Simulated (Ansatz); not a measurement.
# Run report: TiN, single-point calculation

TiN (Fm-3m, 2 atoms in the cell), computed with DFT PBEsol, scalar-relativistic, plane waves, PAW, PAW set soft_1, no spin polarisation (Ansatz 0.2.0).

The structure derives from an entry of the Crystallography Open Database. Figures and captions count atoms from 1; the log counts them from 0 in places.

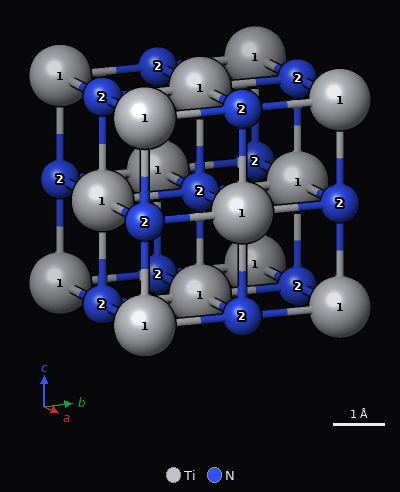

**Figure 1.** The input geometry (ball-and-stick view of the cell 4 times as large as that of the calculation, set on its symmetry axes, seen slightly off an axis; atoms are numbered from 1 in the order of the input). An atom can appear more than once, as a periodic image. Near neighbours in the periodic cell (some may lie outside the picture): Ti has 6 N at 2.10 Å; N has 6 Ti at 2.10 Å.

**Results in brief**

```csv
quantity,value
outcome,converged
space group (tolerance 0.01 Å),Fm-3m (225)
electrons treated,17
free energy,−2856.2365 eV
Fermi energy,17.443 eV
gap on the k-point mesh,none (metallic)
pressure,0.00 GPa
largest force (length of the vector),under 0.001 eV/Å
hardware,"2 threads of Arm Neoverse N1, 98 GiB of memory available, shared host"
wall time,6.5 s (CPU time 12 s)
peak memory,0.36 GiB
```

The program warns: the PAW datasets were made with another functional. The cell holds an odd number of electrons but the run has no spin polarisation, so a band is left half filled.

**Input**
```yaml
crystal:
  lattice:
    - [0.0, 2.1019496216, 2.1019496216]
    - [2.1019496216, 0.0, 2.1019496216]
    - [2.1019496216, 2.1019496216, 0.0]
  atoms:
    - { symbol: Ti, position: [0.0, 0.0, 0.0] }
    - { symbol: "N", position: [0.5, 0.5, 0.5] }
basis:
  ecutwfc: 520.0
kpoints:
  mp_grid: { grid: [20, 20, 20] }
hamiltonian:
  xc: pbesol
  pseudopotentials: { kind: paw, azcp: { folder: soft_1 } }
scf:
  occupations: { method: gaussian, width: 0.15 }
output:
  forces: true
  stress: true
  eigenvalues: true
  write_density: true
  write_potential: true
  elf: true
  volumetric_format: npy
```

Command:
```bash
ansatz run input.yaml --threads 2 --pin off --max-ram 4096MiB --backend cpu --events-out ev --progress --plain --runs-dir out
```

**Log**
```
Warning: [file] the record states the generating functional pbe (its physics header spells it `PBE`), which answers neither for hamiltonian.xc's functional nor for the pbesol family's — results may be inconsistent (PPs are generated against a specific XC)
Warning: [file] the record states the generating functional pbe (its physics header spells it `PBE`), which answers neither for hamiltonian.xc's functional nor for the pbesol family's — results may be inconsistent (PPs are generated against a specific XC)
Engine: ansatz 0.2.0, aarch64-unknown-linux-gnu
Pseudopotentials: kind: paw
Pseudopotential: Ti, paw, valence charge 12, recommended cutoff 420 eV (normal), [file]
Pseudopotential: N, paw, valence charge 5, recommended cutoff 420 eV (normal), [file]
Functional definition: PBEsol
  exchange = pbesol_x
  correlation = pbesol_c
Crystal: 2 atoms, lattice volume = 18.574 Å³
Basis set: ecut = 520 eV, 531 PW (Γ), exchange–correlation on 48×48×48 points (8 copies of the dense FFT grid, shifted against one another)
Bands: 13, of which v1, the nominal top of the filled ones, is band 9 counted from 1 (8 counted from 0)
Symmetry: 48 space group operations
Space group: Fm-3m (ITA 225), of the structure as read, at distance tolerance 2.6e-5 Å
k-points: 256 of 8000
Non-local potential: Ti, projectors of the file, l = 0: 3, l = 1: 2, l = 2: 3, l = 3: 1
Non-local potential: N, projectors of the file, l = 0: 2, l = 1: 2, l = 2: 1
PAW form: soft (Blöchl's): semilocal exchange-correlation on the pseudo side does not see the compensation charge
PAW frozen core: Ti, regenerated for the run's functional, and the local potential with it (the file was generated under x = pbe(κ = 0.804, μ = 0.2195149727645171), c = pbe(β = 0.06672455060314922))
PAW frozen core: N, regenerated for the run's functional, and the local potential with it (the file was generated under x = pbe(κ = 0.804, μ = 0.2195149727645171), c = pbe(β = 0.06672455060314922))
PAW one-centre angular grid: Ti, 590 points (default); XC on 64 Gauss nodes
PAW one-centre angular grid: N, 110 points (default); XC on 64 Gauss nodes
Initial density: superposition of atomic densities (chi_scale 0.1, normalization cell, long waves kept (reshape's long-wave potential 0.00 eV rms))
Initial wavefunctions: pseudopotential atomic-orbital guess
Functional: x = pbesol(κ = 0.804, μ = 0.12345679012345678), c = pbesol(β = 0.046)
SCF iter   1: F=—  HF=-2856.477415 eV  |F-HF|=—  |Δ(HF+E_count)|=         —  Δρ=7.41e-2  dr2=1.25e0  ethr=3.10e-3  ⟨swp⟩=4.6  Hψ=16309  notcnv=0
preconditioner: auto → none  [metal: Δε(μ)=0.022 eV  Ē_g=10.519 eV  σ=0.150 eV  W_gap=0.08  n_scr=8 (ndim 8)  ℏωp=25.8 eV  f_vac=0.000  D(μ)=0.72/eV (n_scr^D=8)  sad-step TF]
SCF iter   2: F=—  HF=-2856.375776 eV  |F-HF|=—  |Δ(HF+E_count)|=   1.02e-1  Δρ=5.42e-2  dr2=6.81e-1  ethr=3.10e-3  ⟨swp⟩=1.9  Hψ=5649  notcnv=0  defer=70
SCF iter   3: F=—  HF=-2856.237247 eV  |F-HF|=—  |Δ(HF+E_count)|=   1.39e-1  Δρ=6.28e-3  dr2=3.35e-3  ethr=3.10e-3  ⟨swp⟩=2.5  Hψ=5502  notcnv=0  defer=70
SCF iter   4: F=—  HF=-2856.236618 eV  |F-HF|=—  |Δ(HF+E_count)|=   6.30e-4  Δρ=1.46e-3  dr2=2.42e-4  ethr=1.97e-5  ⟨swp⟩=2.0  Hψ=7488  notcnv=0  defer=70
SCF iter   5: F=—  HF=-2856.236549 eV  |F-HF|=—  |Δ(HF+E_count)|=   6.89e-5  Δρ=1.99e-4  dr2=6.62e-6  ethr=1.43e-6  ⟨swp⟩=2.0  Hψ=5173  notcnv=0  defer=70
SCF iter   6: F=—  HF=-2856.236546 eV  |F-HF|=—  |Δ(HF+E_count)|=   2.29e-6  Δρ=2.38e-5  dr2=8.13e-8  ethr=5.88e-10  ⟨swp⟩=7.0  Hψ=20605  notcnv=0
SCF iter   7: F=-2856.236546 eV  HF=-2856.236546 eV  |F-HF|=9.06e-10  |Δ(HF+E_count)|=   8.26e-9  Δρ=2.46e-6  dr2=9.77e-10  ethr=4.78e-10  ⟨swp⟩=5.1  Hψ=16927  notcnv=0
SCF 1 converged in 7 iterations: F = -2856.236546 eV  dr2 = 9.77e-10
  greatest PAW one-centre occupation: 0.998 electrons in one spin orbital (limit 2), on the Ti atom at site 0 (counted from 0), in its partial waves of l = 0
SCF converged after 7 iterations
Free energy (F): -2856.236546 eV
Harris-Foulkes:  -2856.236546 eV  (|F-HF|=9.06e-10)
Internal energy: -2856.228471 eV  (E = F + TS)
E sigma→0 (E₀):  -2856.232509 eV
Entropy (-TS):   -0.008075 eV (-4.038 meV/atom)
Fermi energy:    17.442843 eV
--- Per-component energies (eV) ---
  E_band       = -85.791991
  E_kinetic    = 411.541439
  E_local      = -816.200321  (includes V_loc(G=0)·N_el)
  E_nonlocal   = 96.319320
  E_hartree    = 318.966125
  E_xc         = -176.228826
  E_vxc        = -222.808030  (∫ρ·V_xc dr)
  E_paw        = -1139.798107  (= ΣΔE_a)
  E_vpaw       = -192.576933  (= ΣTr[D̂ρ^β])
  E_aug_tail   = -0.000072  (compensation charges beyond the density's cutoff)
  E_ewald      = -1550.995511
  E_core_change = 0.167483  (= ΣΔE_core)
  E_smearing   = -0.008075  (= −TS)
  E_closure    = 0.000000  (closes the sum)
  Σ components = -2856.236546   (vs F -2856.236546, Δ=0.00e0)
--- Forces (eV/Å), atoms counted from 1 ---
  atom   1  Ti    -0.00000000     0.00000000     0.00000000
  atom   2  N      0.00000000     0.00000000    -0.00000000
  max |Σ_I F_I| component: 4.93e-30 eV/Å
--- Stress (GPa, compression-positive) ---
        0.004370      -0.000000       0.000000
        0.000000       0.004370       0.000000
        0.000000       0.000000       0.004370
  P = ⅓ Tr σ = 0.0044 GPa (0.044 kbar)
--- Band table (eV; the first three rows and the last of 256) ---
  k-point 0: bands = ["-40.0903", "-16.1630", "-16.1630", "-16.1630", "0.2276", "15.3894", "15.3894", "15.3894", "16.7885", "16.7885", "16.7885", "18.0478", "18.0478"]
  k-point 1: bands = ["-40.0876", "-16.1820", "-16.1645", "-16.1645", "0.2797", "15.0715", "15.1499", "15.1499", "16.8732", "16.8732", "16.9639", "18.2888", "18.2888"]
  k-point 2: bands = ["-40.0796", "-16.2367", "-16.1689", "-16.1689", "0.4327", "14.3755", "14.6338", "14.6338", "17.0543", "17.0543", "17.2709", "18.8773", "18.8773"]
  k-point 255: bands = ["-39.9405", "-16.5827", "-16.5827", "-16.4193", "2.1715", "11.8544", "11.8544", "11.9439", "18.4129", "18.4129", "19.9803", "20.7815", "21.5038"]
```

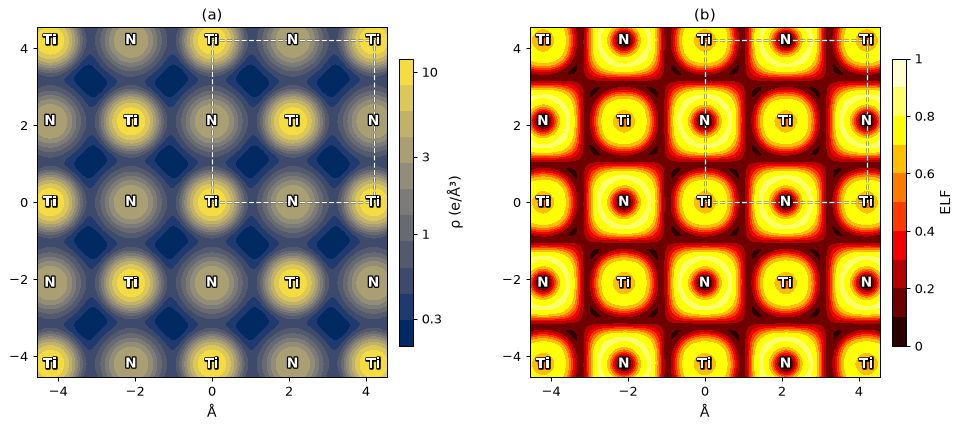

**Figure 2.** (a) valence electron density; (b) ELF on the (100) plane of the conventional cell. Ti–N (2.10 Å): ρ at the midpoint is about 0.53 e/Å³; the ELF is about 0.20 at the midpoint (a polar contact without a shared pair, in a metal). Away from the nuclei the density in this plane falls to 0.2 e/Å³ at its lowest. The strong features right at Ti lie inside the PAW spheres (semicore, d or f shells) and say nothing about bonding. The fields are those of the smooth PAW valence density.

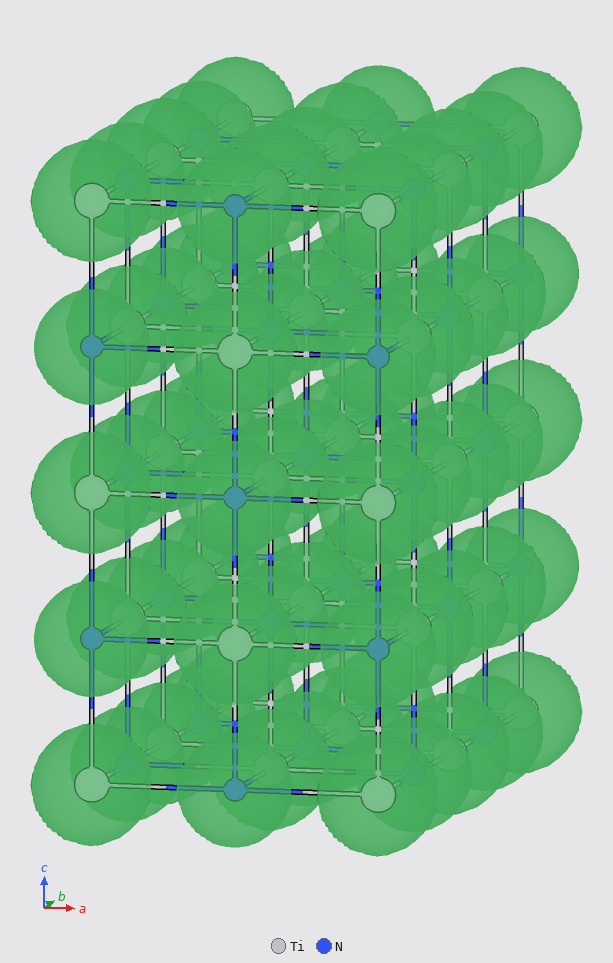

**Figure 3.** Isosurface of the valence pseudo-density at 0.8 e/Å³ (green), seen slightly off an axis. Sticks mark near contacts. The outline is the cell set on symmetry axes. At this value the density breaks into separate islands; it holds about 70 % of the electrons treated as valence (semicore included). It is pinched off along the Ti–N (2.10 Å) contacts. On the grid the lowest density along these lines, outside the cores, is 0.53 e/Å³ (Ti–N, 2.10 Å).
